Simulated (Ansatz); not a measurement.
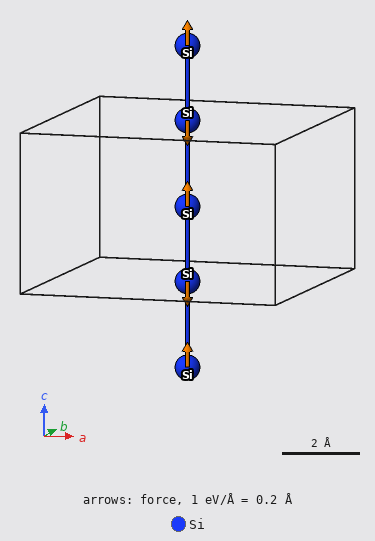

Starting geometry of a wire of composition Si with the computed forces as orange arrows. The picture is a ball-and-stick view of the cell of the calculation, with the vacuum cut short, seen slightly off an axis.

Case: dimerised chain of atoms.

Theory: DFT PBE, scalar-relativistic, plane waves, PAW in Ansatz 0.2.0.

Input file:
```yaml
crystal:
  lattice:
    - [9.0, 0.0, 0.0]
    - [0.0, 9.3, 0.0]
    - [0.0, 0.0, 4.2631910364]
  atoms:
    - { symbol: Si, position: [0.5, 0.5, 0.0], spin: 0.5 }
    - { symbol: Si, position: [0.5, 0.5, 0.465], spin: 0.5 }
basis:
  ecutwfc: 420
kpoints:
  mp_grid: { grid: [1, 1, 15] }
hamiltonian:
  xc: pbe
scf:
  occupations: { method: gaussian, width: 0.05 }
output:
  forces: true
  stress: true
  eigenvalues: true
  populations: true
  write_density: true
  write_potential: true
  elf: true
  volumetric_format: npy
magnetization:
  spin_polarized: true
relax:
  adjacent_minimum: "off"
  f_tol: 0.01
  max_steps: 45
  cell: { fix: [a, b, alpha, beta, gamma], stress_tol: 0.03 }
```

Command:
```bash
ansatz run input.yaml --threads 2 --pin off --max-ram 5120MiB --backend cpu --events-out ev --progress --plain --runs-dir out
```

**Is this structure relaxed? If not, where do the atoms go?**

It isn't relaxed: the largest force vector, on Si atoms, is 3.45 eV/Å. The atoms end up moving mostly along the starting forces (cosine between the two patterns 1.00). After 2 accepted moves (3 points after the start) the energy has fallen by 0.303 eV per cell of the calculation. The largest force component goes from 3.4 to 0.0067 eV/Å. At 1 point the geometry stayed and the basis and grid were re-selected for the new cell (energy shift of 0.4 meV per cell of the calculation at most each time). The largest moves relative to the layer's centre, 0.077 Å, are those of Si1 and Si2. Along the periodic axis the drawn cell goes c 4.263 → 4.429 Å (+3.9 %). Among the contacts that change: Si1–Si2 1.982 → 2.214 Å, Si1–Si2 (another image) 2.281 → 2.215 Å. The program noted that the starting moments weren't kept. Cost: 18 s on 2 threads of Arm Neoverse V1, with other jobs on the host, peak memory 0.5 GiB.

Limits of the set-up: the k-point mesh is coarse for a cell with partly filled bands.
